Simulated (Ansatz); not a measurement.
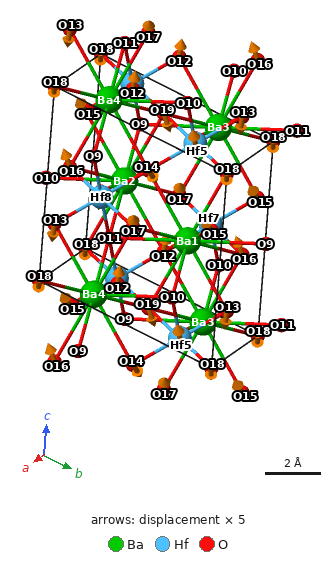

A relaxation of a defect cell of composition Ba4Hf4O11 (cell charge +2). The starting structure is drawn; orange arrows show the displacements, magnified 5 times.

Style: ball-and-stick. Shown: the cell of the calculation, slightly off an axis.

Case: O vacancy, atoms relaxed.

These are results of Ansatz, DFT PBE, scalar-relativistic, plane waves, PAW, not measurements.

The input:
```yaml
crystal:
  lattice:
    - [-4.2060992453, 4.2060992453, 4.2060663988]
    - [4.2060992453, -4.2060992453, 4.2060663988]
    - [4.2060992453, 4.2060992453, -4.2060663988]
  atoms:
    - { symbol: Ba, position: [0.7489901934, 0.7489901934, 0.5] }
    - { symbol: Ba, position: [0.2489901934, 0.2489901934, 0.5] }
    - { symbol: Ba, position: [0.2489901934, 0.7489901934, 0.0] }
    - { symbol: Ba, position: [0.7489901934, 0.2489901934, 0.0] }
    - { symbol: Hf, position: [0.7489965595, 0.7489965595, 0.0] }
    - { symbol: Hf, position: [0.2489965595, 0.2489965595, 0.0] }
    - { symbol: Hf, position: [0.2489965595, 0.7489965595, 0.5] }
    - { symbol: Hf, position: [0.7489965595, 0.2489965595, 0.5] }
    - { symbol: O, position: [0.9990104855, 0.2490104855, 0.75] }
    - { symbol: O, position: [0.9990104855, 0.7490104855, 0.25] }
    - { symbol: O, position: [0.4990104855, 0.2490104855, 0.25] }
    - { symbol: O, position: [0.2490104855, 0.4990104855, 0.25] }
    - { symbol: O, position: [0.7490104855, 0.9990104855, 0.25] }
    - { symbol: O, position: [0.7490104855, 0.4990104855, 0.75] }
    - { symbol: O, position: [0.2490104855, 0.9990104855, 0.75] }
    - { symbol: O, position: [0.4990031712, 0.9990031712, 0.5] }
    - { symbol: O, position: [0.9990031712, 0.4990031712, 0.5] }
    - { symbol: O, position: [0.9990031712, 0.9990031712, 0.0] }
    - { symbol: O, position: [0.4990031712, 0.4990031712, 0.0] }
total_charge: 2
basis:
  ecutwfc: 420
kpoints:
  mp_grid: { grid: [4, 4, 4] }
hamiltonian:
  xc: pbe
scf:
  occupations: { method: gaussian, width: 0.05 }
output:
  forces: true
  stress: true
  eigenvalues: true
relax:
  adjacent_minimum: "off"
  f_tol: 0.02
  max_steps: 50
```

Command:
```bash
ansatz run input.yaml --threads 4 --pin off --max-ram 9216MiB --backend cpu --events-out ev --progress --plain --runs-dir out
```

Question: What did the optimiser do to the structure, and how much energy did it gain?

Answer: The largest moves, 0.17 Å, are those of 8 atoms (O12, O13, O14, O15 and others). O16 goes along [2 −1 3]. Largest moves by element: O 0.17 Å, Hf 0.14 Å, Ba 0.01 Å. The lattice vectors keep their values. Some distances before and after: Hf5–O10 2.103 → 1.961 Å, Ba1–O13 2.974 → 3.096 Å, Ba1–O12 2.974 → 2.858 Å, Ba1–Hf5 3.643 → 3.571 Å. Bond angles that change, for instance: O13–Hf5–O14 180.0° → 163.2°, Hf5–O14–Hf8 180.0° → 167.3°, O13–Hf8–O14 180.0° → 171.5°. After 4 geometry steps the energy has fallen by 1.399 eV per cell of the calculation. The largest force component goes from 4.5 to 0.0046 eV/Å. The run took 2.3 min on 4 threads of Arm Neoverse V1, with other jobs on the host, peak memory 1.4 GiB.

Limits of the set-up: the periodic images lie only 7.3 Å apart, so the values are limited by the cell's size; the cell is charged, on a uniform background, and energies carry no finite-size correction.
